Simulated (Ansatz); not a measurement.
**Si: single-point calculation**

- system: Si (Fd-3m, 2 atoms in the cell)
- method: DFT PBE, scalar-relativistic, plane waves, PAW, no spin polarisation (Ansatz 0.2.0)

The structure derives from a Materials Project entry. It belongs to a series of runs on one base structure; here: band edges and mean potential of the bulk. Figures and captions count atoms from 1; the log counts them from 0 in places.

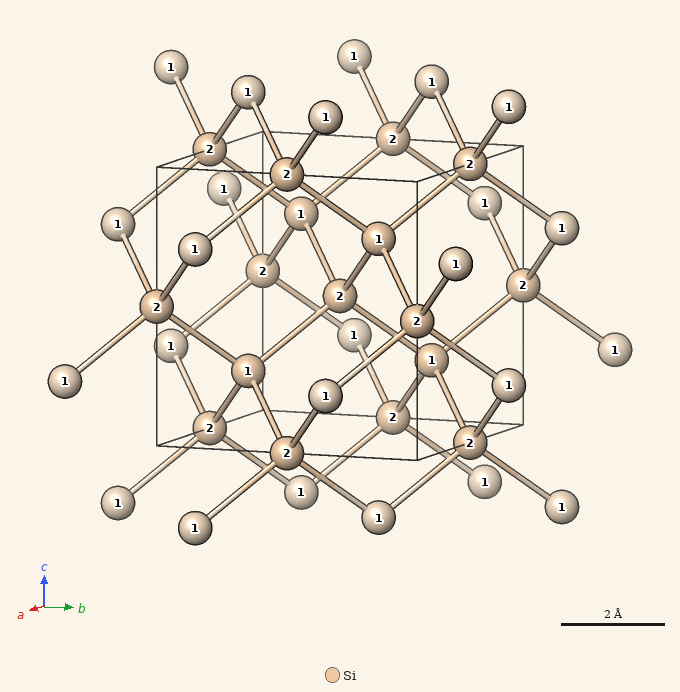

Fig. 1: The input geometry (ball-and-stick view of the cell 4 times as large as that of the calculation, set on its symmetry axes, seen slightly off an axis; neighbours outside the cell are drawn fainter; atoms are numbered from 1 in the order of the input). Near neighbours in the crystal (not all of them lie inside the picture): Si has 4 Si at 2.37 Å.

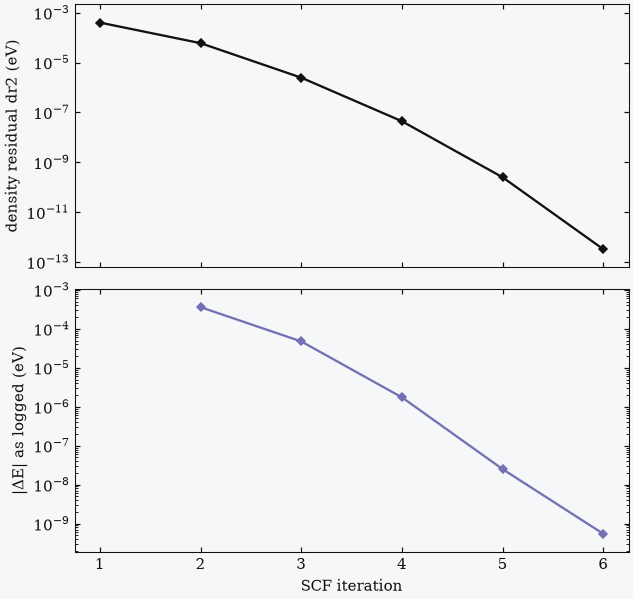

Fig. 2: Convergence of the self-consistent field: density residual dr2 and size of the energy change against the SCF iteration. The residual falls at every step.

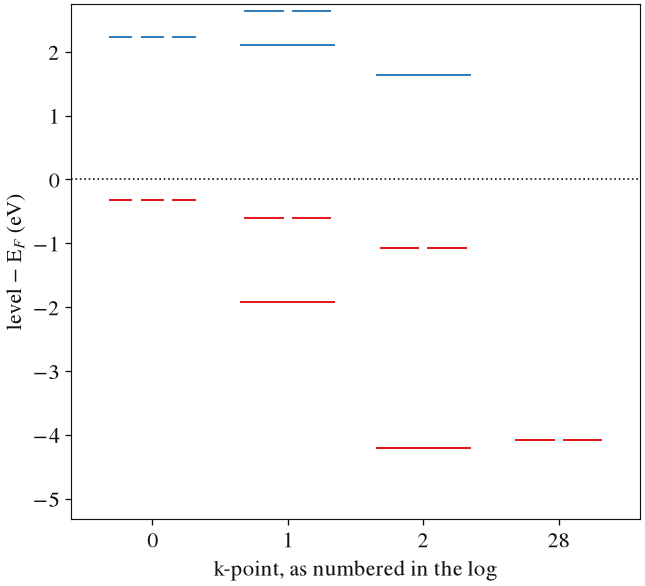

Fig. 3: Kohn–Sham levels near the Fermi level (dotted) at the few k-points that the log prints; levels within 0.02 eV of each other stand side by side. Among these points the highest filled and lowest empty levels are 1.95 eV apart; the gap on the full mesh, 0.65 eV, has an edge at a point that isn't printed.

The input that produced these results follows, with the program's output.

**The input**
```yaml
crystal:
  lattice:
    - [0.0, 2.7350468776, 2.7350468776]
    - [2.7350468776, 0.0, 2.7350468776]
    - [2.7350468776, 2.7350468776, 0.0]
  atoms:
    - { symbol: Si, position: [0.75, 0.75, 0.75] }
    - { symbol: Si, position: [0.5, 0.5, 0.5] }
basis:
  ecutwfc: 420
kpoints:
  mp_grid: { grid: [8, 8, 8] }
  band_path: { path: [VBM, CBM], npoints: 2 }
hamiltonian:
  xc: pbe
scf:
  occupations: { method: gaussian, width: 0.02 }
output:
  forces: true
  stress: true
  eigenvalues: true
```

Run as:
```bash
ansatz run input.yaml --threads 8 --pin off --max-ram 20480MiB --backend cpu --events-out ev --progress --plain --runs-dir out
```

**What the program printed**
```
Engine: ansatz 0.2.0, x86_64-unknown-linux-gnu
Pseudopotentials: kind: paw
Pseudopotential: Si, paw, valence charge 4, recommended cutoff 420 eV (normal), Si.paw.azcp
Functional definition: PBE
  parameter kappa = 0.804
  parameter beta = 0.06672455060314922
  exchange = pbe_x(kappa = kappa, mu = beta*pi^2/3)
  correlation = pbe_c(beta = beta)
Crystal: 2 atoms, lattice volume = 40.919 Å³
Basis set: ecut = 420 eV, 821 PW (Γ), exchange–correlation on 54×54×54 points (8 copies of the dense FFT grid, shifted against one another)
Bands: 8, of which v1, the nominal top of the filled ones, is band 4 counted from 1 (3 counted from 0)
Symmetry: 48 space group operations
Space group: Fd-3m (ITA 227), of the structure as read, at distance tolerance 3.4e-5 Å
k-points: 29 of 512
Non-local potential: Si, projectors of the file, l = 0: 2, l = 1: 2, l = 2: 2
PAW form: soft (Blöchl's): semilocal exchange-correlation on the pseudo side does not see the compensation charge
PAW one-centre angular grid: Si, 110 points (default); XC on 64 Gauss nodes
Initial density: superposition of atomic densities (neutral atoms: chi_scale 0, normalization atom), corrected by the library's trained network
Initial wavefunctions: pseudopotential atomic-orbital guess
Functional: x = pbe(κ = 0.804, μ = 0.2195149727645171), c = pbe(β = 0.06672455060314922)
SCF iter   1: F=—  HF=-1271.616088 eV  |F-HF|=—  |Δ(HF+E_count)|=         —  Δρ=1.25e-3  dr2=4.01e-4  ethr=1.77e-3  ⟨swp⟩=6.2  Hψ=2111  notcnv=0
preconditioner: auto → none  [insulator: Δε(μ)=0.647 eV  Ē_g=9.378 eV  σ=0.020 eV  W_gap=1.00  n_scr=8 (ndim 8)  ℏωp=16.4 eV  f_vac=0.000  D(μ)=0.00/eV (n_scr^D=0)  ε∞_Penn≈4.1]
SCF iter   2: F=—  HF=-1271.616447 eV  |F-HF|=—  |Δ(HF+E_count)|=   3.59e-4  Δρ=5.10e-4  dr2=5.98e-5  ethr=5.01e-6  ⟨swp⟩=2.2  Hψ=592  notcnv=0
SCF iter   3: F=—  HF=-1271.616495 eV  |F-HF|=—  |Δ(HF+E_count)|=   4.74e-5  Δρ=9.81e-5  dr2=2.47e-6  ethr=7.47e-7  ⟨swp⟩=2.0  Hψ=348  notcnv=0
iter 4 did not close the SCF: its close was put off for the readings that it lacked (scf_convergence_deferred on its scf_iter line)
SCF iter   4: F=-1271.616497 eV  HF=-1271.616497 eV  |F-HF|=1.91e-8  |Δ(HF+E_count)|=   1.74e-6  Δρ=1.27e-5  dr2=4.41e-8  ethr=3.09e-8  ⟨swp⟩=2.0  Hψ=348  notcnv=0
iter 5 did not close the SCF: its close was put off for the readings that it lacked (scf_convergence_deferred on its scf_iter line)
SCF iter   5: F=-1271.616497 eV  HF=-1271.616497 eV  |F-HF|=4.17e-10  |Δ(HF+E_count)|=   2.50e-8  Δρ=1.28e-6  dr2=2.48e-10  ethr=5.51e-10  ⟨swp⟩=2.8  Hψ=358  notcnv=0
SCF iter   6: F=-1271.616497 eV  HF=-1271.616497 eV  |F-HF|=2.27e-13  |Δ(HF+E_count)|=  5.48e-10  Δρ=3.93e-8  dr2=3.23e-13  ethr=3.10e-12  ⟨swp⟩=1.0  Hψ=693  notcnv=0
SCF 1 converged in 6 iterations: F = -1271.616497 eV  dr2 = 3.23e-13
  greatest PAW one-centre occupation: 0.633 electrons in one spin orbital (limit 2), on the Si atom at site 1 (counted from 0), in its partial waves of l = 0
NSCF: frozen V_eff on 16 k-points
NSCF: frozen V_eff on 16 k-points
NSCF: frozen V_eff on 16 k-points
NSCF: frozen V_eff on 16 k-points
NSCF: frozen V_eff on 1 k-points
NSCF: frozen V_eff on 3 k-points
NSCF: frozen V_eff on 13 k-points
NSCF: frozen V_eff on 11 k-points
NSCF: frozen V_eff on 7 k-points
NSCF: frozen V_eff on 13 k-points
NSCF: frozen V_eff on 12 k-points
NSCF: frozen V_eff on 4 k-points
NSCF: frozen V_eff on 6 k-points
NSCF: frozen V_eff on 6 k-points
NSCF: frozen V_eff on 6 k-points
NSCF: frozen V_eff on 4 k-points
NSCF: frozen V_eff on 6 k-points
NSCF: frozen V_eff on 4 k-points
NSCF: frozen V_eff on 4 k-points
NSCF: frozen V_eff on 2 k-points
NSCF: frozen V_eff on 3 k-points
SCF converged after 6 iterations
Free energy (F): -1271.616497 eV
Harris-Foulkes:  -1271.616497 eV  (|F-HF|=2.27e-13)
Internal energy: -1271.616497 eV  (E = F + TS)
E sigma→0 (E₀):  -1271.616497 eV
Fermi energy:    6.329239 eV
--- Per-component energies (eV) ---
  E_band       = 8.031161
  E_kinetic    = 80.156523
  E_local      = -56.161360  (includes V_loc(G=0)·N_el)
  E_nonlocal   = 51.743672
  E_hartree    = 15.187322
  E_xc         = -110.122671
  E_vxc        = -93.154805  (∫ρ·V_xc dr)
  E_paw        = -1025.533991  (= ΣΔE_a)
  E_vpaw       = -4.927527  (= ΣTr[D̂ρ^β])
  E_aug_tail   = 0.000013  (compensation charges beyond the density's cutoff)
  E_ewald      = -226.886004
  E_smearing   = -0.000000  (= −TS)
  E_closure    = 0.000000  (closes the sum)
  Σ components = -1271.616497   (vs F -1271.616497, Δ=0.00e0)
--- Forces (eV/Å), atoms counted from 1 ---
  atom   1  Si     0.00000000    -0.00000000    -0.00000000
  atom   2  Si     0.00000000    -0.00000000    -0.00000000
  max |Σ_I F_I| component: 5.55e-17 eV/Å
--- Stress (GPa, compression-positive) ---
        0.011548       0.000000       0.000000
       -0.000000       0.011548       0.000000
        0.000000      -0.000000       0.011548
  P = ⅓ Tr σ = 0.0115 GPa (0.115 kbar)
--- Band table (eV; the first three rows and the last of 29) ---
  k-point 0: bands = ["-5.8086", "6.0052", "6.0052", "6.0052", "8.5564", "8.5564", "8.5564", "9.1216"]
  k-point 1: bands = ["-5.6083", "4.4126", "5.7223", "5.7223", "8.4404", "8.9720", "8.9720", "10.5251"]
  k-point 2: bands = ["-5.0242", "2.1175", "5.2593", "5.2593", "7.9566", "9.4903", "9.4903", "12.7442"]
  k-point 28: bands = ["-1.5884", "-1.5884", "2.2449", "2.2449", "10.2743", "10.2743", "10.9285", "10.9285"]
```

**Summary**

| quantity | value |
| --- | --- |
| outcome | converged |
| space group (tolerance 0.01 Å) | Fd-3m (227) |
| electrons treated | 8 |
| free energy | −1271.6165 eV |
| Fermi energy | 6.329 eV |
| gap on the k-point mesh | 0.65 eV |
| gap on the band path | 0.61 eV |
| pressure | 0.01 GPa |
| largest force (length of the vector) | under 0.001 eV/Å |
| hardware | 8 threads of AMD EPYC (Zen 3), 189 GiB of memory available, shared host |
| wall time | 3.6 s (CPU time 7.8 s) |
| peak memory | 0.31 GiB |
